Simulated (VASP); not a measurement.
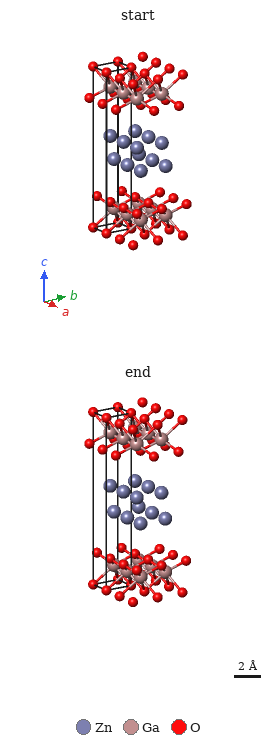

The structure of solid Zn$_{2}$Ga$_{2}$O$_{3}$ (a generated structure, set up in P-3m1) before (top) and after (bottom) a relaxation, at one scale.

The picture is a ball-and-stick view of the cell of the calculation, repeated 3 × 2 × 1 with one cell outlined, seen slightly off an axis.

The run lets cell and atoms move.

Theory: VASP 6.6.1, Kohn-Sham DFT of a periodic cell, PBE, VASP PAW PBE potentials, recommended.

The input:
```
ALGO = Normal ; EDIFF = 1E-6
EDIFFG = -0.01 ; ENCUT = 520
GGA = PE ; IBRION = 2
ISIF = 3 ; ISMEAR = 0
KPAR = 4 ; LASPH = T
LCHARG = F ; LREAL = F
LWAVE = F ; NELM = 120
NSW = 90 ; PREC = Accurate
SIGMA = 0.1
```

Run as
```bash
cat potpaw_PBE.64/Zn/POTCAR potpaw_PBE.64/Ga_d/POTCAR potpaw_PBE.64/O/POTCAR > POTCAR
mpirun -np 4 vasp_std > vasp.out
```

Q: What changed between the two?

A: After 41 geometry steps the energy has fallen by 44.6 meV per cell of the calculation. The largest force component goes from 0.12 to 0.0078 eV/Å. The pressure goes from 1.35 to 0.04 GPa. The largest moves relative to the cell, 0.13 Å, are those of O atoms. Largest moves by element: O 0.13 Å, Ga 0.09 Å, Zn 0.03 Å. The drawn cell changes as follows: a = b 2.996 → 2.980 Å (−0.5 %), c 12.620 → 13.521 Å (+7.1 %); the volume changes by +6.0 %. The space group stays P-3m1 (No. 164).

Limits of the set-up: layers or molecules are held without a dispersion correction, so their spacing is unreliable.
